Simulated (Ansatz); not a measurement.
**Run report: Mo, single-point calculation (part 2 of 2)**

Mo (32 atoms in the cell); DFT PBEsol, scalar-relativistic, plane waves, PAW, no spin polarisation (Ansatz 0.2.0); cutoff 420 eV, 4×4×4 k-mesh, Gaussian smearing of 0.1 eV. The structure derives from a Materials Project entry. It belongs to a series of runs on one base structure; here: the perfect crystal in a cell of 32 atoms.

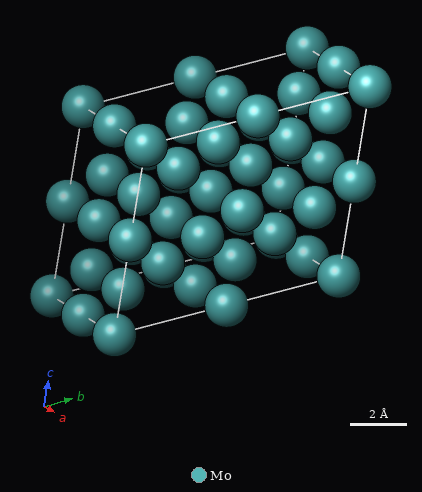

Fig. 1: The structure as given in the input (spheres-only view of the cell of the calculation, seen slightly off an axis).

What the program printed, continued
```
  k-point 1: bands = ["-39.7251", "-39.6183", "-39.5632", "-39.5632", "-39.5632", "-39.5231", "-39.5231", "-39.5231", "-39.5217", "-39.5217", ... 59 levels left out ..., "-13.8437", "-13.7772", "-13.7772", "-13.7772", "-13.6662", "-13.5927", "-13.5927", "-13.5927", "-13.5826", "-13.5826", "-13.4852", "-13.4852", "-13.4852", "-13.4801", "-13.4771", "-13.4771", "-13.4771", "-13.4465", "-13.4410", "-13.4410", "-13.4410", "-13.3875", "-13.3875", "-13.3875", "-13.3231", "-13.3231", "-13.3231", "-13.3078", "-13.3078",
      "-13.3078", "-13.2900", "-13.2900", "-13.2900", "-13.2819", "-13.2819", "-13.2340", "-13.2340", "-13.2340", "-13.2035", "-13.2035", "-13.2035", "-13.1603", "-13.0955", "-13.0955", "-13.0955", "-13.0739", "-13.0739", "-13.0724", "-13.0680", "-13.0680", "-13.0680", "-13.0368", "-13.0368", "-13.0368", "-13.0000", "-13.0000", "-13.0000", "-12.9829", "-12.9829", "14.3908", "16.0331", "16.0331", "16.1236", "16.1546", "16.1546", "16.1546", "16.2190", "16.2190", "16.2190",
      "16.8261", "16.8261", "16.8261", "17.1348", "17.1348", "17.1348", "17.2420", "17.2420", "17.2420", "17.3600", "17.3600", "17.5410", "17.5410", "17.5410", "17.6574", "17.7639", "17.7639", "17.7639", "17.8111", "17.8111", "17.8111", "18.0179", "18.0179", "18.0179", "18.0180", "18.0180", "18.0180", "18.0326", "18.0560", "18.0560", "18.0560", "18.1265", "18.1265", "18.1265", "18.3024", "18.3024", "18.3103", "18.3795", "18.3795", "18.3795",
      "18.4547", "18.4547", "18.6340", "18.6340", "18.6340", "18.8224", "18.8224", "18.8224", "18.9337", "18.9337", "18.9694", "18.9694", "18.9694", "19.0773", "19.0773", "19.1066", "19.1066", "19.1066", "19.1109", "19.1109", "19.1411", "19.1411", "19.1411", "19.2728", "19.2833", "19.2833", "19.2833", "19.3027", "19.3027", "19.3027", "19.9433", "19.9433", "20.0783", "20.1461", "20.1461", "20.1461", "20.3550", "20.7142", "20.7142", "20.7142",
      "20.8265", "20.8265", "20.8265", "21.3846", "21.3846", "21.3846", "21.8131", "21.8131", "21.8131", "22.3367", "22.3367", "22.3367", "22.4752", "22.4752", "22.4752", "22.5401", "22.5401", "22.5401", "22.7640", "22.8449", "22.8449", "22.8449", "22.9217", "22.9217", "22.9217", "22.9559", "22.9559", "22.9937", "22.9937", "22.9937", "23.0401", "23.0401", "23.0401", "23.0408", "23.0408", "23.2611", "23.2611", "23.2611", "23.4475", "23.4475",
      "23.4475", "23.4681", "23.4681", "23.4969", "23.4969", "23.4969", "23.5568", "23.5568", "23.5568", "23.6532", "23.6532"]
  k-point 2: bands = ["-39.6808", "-39.6808", "-39.5530", "-39.5530", "-39.5530", "-39.5530", "-39.5530", "-39.5530", "-39.4894", "-39.4894", ... 59 levels left out ..., "-13.7299", "-13.7299", "-13.7299", "-13.7299", "-13.7299", "-13.6195", "-13.6195", "-13.6195", "-13.6195", "-13.6195", "-13.6195", "-13.4258", "-13.4258", "-13.4258", "-13.4258", "-13.4048", "-13.4048", "-13.4048", "-13.4048", "-13.4048", "-13.4048", "-13.4000", "-13.4000", "-13.4000", "-13.4000", "-13.4000", "-13.4000", "-13.3342", "-13.3342",
      "-13.3079", "-13.3079", "-13.3079", "-13.3079", "-13.3079", "-13.3079", "-13.2291", "-13.2291", "-13.1326", "-13.1326", "-13.1326", "-13.1326", "-13.1326", "-13.1326", "-13.1106", "-13.1106", "-13.1106", "-13.1106", "-13.1106", "-13.1106", "-13.0386", "-13.0386", "-13.0386", "-13.0386", "-13.0386", "-13.0386", "-13.0153", "-13.0153", "-13.0153", "-13.0153", "15.1118", "15.1118", "16.5684", "16.5684", "16.5684", "16.5684", "16.5850", "16.5850", "16.5850", "16.5850",
      "16.5850", "16.5850", "16.7897", "16.7897", "16.7897", "16.7897", "16.7897", "16.7897", "16.8254", "16.8254", "16.8254", "16.8254", "16.8254", "16.8254", "17.5413", "17.5413", "17.7121", "17.7121", "17.7121", "17.7121", "17.7121", "17.7121", "17.8645", "17.8645", "17.8645", "17.8645", "17.8645", "17.8645", "18.1755", "18.1755", "18.1755", "18.1755", "18.1755", "18.1755", "18.2629", "18.2629", "18.2629", "18.2629", "18.5028", "18.5028",
      "18.5028", "18.5028", "18.5028", "18.5028", "19.0600", "19.0600", "19.0600", "19.0600", "19.0600", "19.0600", "19.0862", "19.0862", "19.2234", "19.2234", "19.2234", "19.2234", "19.5048", "19.5048", "19.5048", "19.5048", "19.5048", "19.5048", "19.5915", "19.5915", "19.5915", "19.5915", "20.1099", "20.1099", "20.1099", "20.1099", "20.1099", "20.1099", "20.3278", "20.3278", "20.3278", "20.3278", "20.3278", "20.3278", "20.8215", "20.8215",
      "20.8215", "20.8215", "20.8215", "20.8215", "21.2589", "21.2589", "21.6180", "21.6180", "21.6180", "21.6180", "21.6180", "21.6180", "22.1518", "22.1518", "22.1518", "22.1518", "22.1518", "22.1518", "22.1717", "22.1717", "22.5402", "22.5402", "22.5402", "22.5402", "22.5402", "22.5402", "22.9077", "22.9077", "22.9077", "22.9077", "23.1231", "23.1231", "23.1231", "23.1231", "23.1231", "23.1231", "23.1472", "23.1472", "23.1472", "23.1472",
      "23.1472", "23.1472", "23.6637", "23.6637", "23.6637", "23.6637", "23.6637", "23.6637", "23.7303", "23.7303", "23.7303"]
  k-point 7: bands = ["-39.6437", "-39.6437", "-39.6437", "-39.6437", "-39.5344", "-39.5344", "-39.5344", "-39.5344", "-39.4610", "-39.4610", ... 59 levels left out ..., "-13.6155", "-13.6155", "-13.6155", "-13.6155", "-13.6155", "-13.6155", "-13.6155", "-13.6073", "-13.6073", "-13.6073", "-13.6073", "-13.5250", "-13.5250", "-13.5250", "-13.5250", "-13.5250", "-13.5250", "-13.5250", "-13.5250", "-13.4615", "-13.4615", "-13.4615", "-13.4615", "-13.3269", "-13.3269", "-13.3269", "-13.3269", "-13.3164", "-13.3164",
      "-13.3164", "-13.3164", "-13.1751", "-13.1751", "-13.1751", "-13.1751", "-13.1751", "-13.1751", "-13.1751", "-13.1751", "-13.1437", "-13.1437", "-13.1437", "-13.1437", "-13.1302", "-13.1302", "-13.1302", "-13.1302", "-13.1302", "-13.1302", "-13.1302", "-13.1302", "-13.0262", "-13.0262", "-13.0262", "-13.0262", "-13.0246", "-13.0246", "-13.0246", "-13.0246", "15.6542", "15.6542", "15.6542", "15.6542", "16.5001", "16.5001", "16.5001", "16.5001", "16.7514", "16.7514",
      "16.7514", "16.7514", "16.9754", "16.9754", "16.9754", "16.9754", "17.0480", "17.0480", "17.0480", "17.0480", "17.0480", "17.0480", "17.0480", "17.0480", "17.1815", "17.1815", "17.1815", "17.1815", "17.2845", "17.2845", "17.2845", "17.2845", "17.2845", "17.2845", "17.2845", "17.2845", "18.2238", "18.2238", "18.2238", "18.2238", "18.2238", "18.2238", "18.2238", "18.2238", "18.5779", "18.5779", "18.5779", "18.5779", "18.5779", "18.5779",
      "18.5779", "18.5779", "18.6801", "18.6801", "18.6801", "18.6801", "19.0601", "19.0601", "19.0601", "19.0601", "19.4522", "19.4522", "19.4522", "19.4522", "19.5749", "19.5749", "19.5749", "19.5749", "19.8504", "19.8504", "19.8504", "19.8504", "19.9112", "19.9112", "19.9112", "19.9112", "19.9112", "19.9112", "19.9112", "19.9112", "20.1687", "20.1687", "20.1687", "20.1687", "20.3133", "20.3133", "20.3133", "20.3133", "20.3133", "20.3133",
      "20.3133", "20.3133", "21.4468", "21.4468", "21.4468", "21.4468", "21.7150", "21.7150", "21.7150", "21.7150", "21.9814", "21.9814", "21.9814", "21.9814", "22.0507", "22.0507", "22.0507", "22.0507", "22.3248", "22.3248", "22.3248", "22.3248", "22.3248", "22.3248", "22.3248", "22.3248", "22.4685", "22.4685", "22.4685", "22.4685", "22.5543", "22.5543", "22.5543", "22.5543", "23.3376", "23.3376", "23.3376", "23.3376", "23.3376", "23.3376",
      "23.3376", "23.3376", "23.5703", "23.5703", "23.5703", "23.5703", "23.7039", "23.7039", "23.7039", "23.7039", "23.8767"]
```

The run was set up as follows.

Input
```yaml
crystal:
  lattice:
    - [-6.258679926, 0.0, -6.258679926]
    - [-6.258679926, 6.258679926, 0.0]
    - [0.0, 6.258679926, -6.258679926]
  atoms:
    - { symbol: Mo, position: [0.875, 0.375, 0.875] }
    - { symbol: Mo, position: [0.875, 0.375, 0.375] }
    - { symbol: Mo, position: [0.75, 0.25, 0.75] }
    - { symbol: Mo, position: [0.75, 0.25, 0.25] }
    - { symbol: Mo, position: [0.625, 0.125, 0.625] }
    - { symbol: Mo, position: [0.625, 0.125, 0.125] }
    - { symbol: Mo, position: [0.5, 0.0, 0.5] }
    - { symbol: Mo, position: [0.5, 0.0, 0.0] }
    - { symbol: Mo, position: [0.875, 0.875, 0.875] }
    - { symbol: Mo, position: [0.875, 0.875, 0.375] }
    - { symbol: Mo, position: [0.75, 0.75, 0.75] }
    - { symbol: Mo, position: [0.75, 0.75, 0.25] }
    - { symbol: Mo, position: [0.625, 0.625, 0.625] }
    - { symbol: Mo, position: [0.625, 0.625, 0.125] }
    - { symbol: Mo, position: [0.5, 0.5, 0.5] }
    - { symbol: Mo, position: [0.375, 0.375, 0.875] }
    - { symbol: Mo, position: [0.5, 0.5, 0.0] }
    - { symbol: Mo, position: [0.375, 0.375, 0.375] }
    - { symbol: Mo, position: [0.25, 0.25, 0.75] }
    - { symbol: Mo, position: [0.25, 0.25, 0.25] }
    - { symbol: Mo, position: [0.125, 0.125, 0.625] }
    - { symbol: Mo, position: [0.125, 0.125, 0.125] }
    - { symbol: Mo, position: [0.0, 0.0, 0.5] }
    - { symbol: Mo, position: [0.0, 0.0, 0.0] }
    - { symbol: Mo, position: [0.375, 0.875, 0.875] }
    - { symbol: Mo, position: [0.375, 0.875, 0.375] }
    - { symbol: Mo, position: [0.25, 0.75, 0.75] }
    - { symbol: Mo, position: [0.25, 0.75, 0.25] }
    - { symbol: Mo, position: [0.125, 0.625, 0.625] }
    - { symbol: Mo, position: [0.125, 0.625, 0.125] }
    - { symbol: Mo, position: [0.0, 0.5, 0.5] }
    - { symbol: Mo, position: [0.0, 0.5, 0.0] }
basis:
  ecutwfc: 420
  xc_grid: 2
kpoints:
  mp_grid: { grid: [4, 4, 4], shift: [0.0, 0.0, 0.0] }
hamiltonian:
  xc: pbesol
scf:
  occupations: { method: gaussian, width: 0.1 }
output:
  forces: true
  stress: true
  eigenvalues: true
```

Launch command:
```bash
ansatz run input.yaml --threads 4 --pin off --max-ram 8192MiB --backend cpu --events-out ev --progress --plain --runs-dir out
```

Results in brief

| quantity | value |
| --- | --- |
| outcome | converged |
| space group (tolerance 0.01 Å) | Im-3m (229) |
| electrons treated | 448 |
| free energy | −156718.9689 eV |
| Fermi energy | 21.478 eV |
| gap on the k-point mesh | none (metallic) |
| pressure | 0.27 GPa |
| largest force (length of the vector) | under 0.001 eV/Å |
| hardware | 4 threads of AMD EPYC (Zen 3), 64 GiB of memory available, shared host |
| wall time | 16 s (CPU time 62 s) |
| peak memory | 2.8 GiB |
